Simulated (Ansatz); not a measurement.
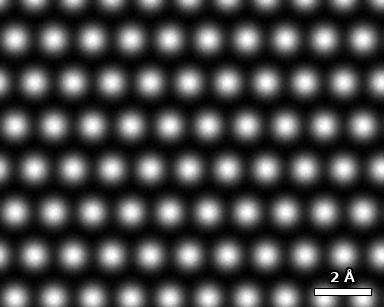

Dark-field STEM-like image of a crystal. The image is simulated as a sum over atoms of Z^1.8, blurred by a 0.67 Å probe (no channelling). The display is stretched by a gamma of 0.8; percentages refer to the linear signal. Shot noise was added.

Give the net of the columns and its spacings.

Answer. The pattern repeats on a centred rectangular net of 1.4 × 3.2 Å.

Which plane group does this projection have?

Answer. c2mm: perpendicular mirror lines on a centred net, with further twofold points between them.

How many columns does the smallest repeating cell hold, and how many levels of brightness?

Answer. 1 column in the primitive cell of 2.2 Å², all of one brightness.

The crystal is Mo (Im-3m, No. 229) seen along [210]. Structure used: the geometry relaxed with DFT r2SCAN, scalar-relativistic, plane waves, PAW in Ansatz 0.2.0; the starting structure was generated, so it need not be a known form of this composition.
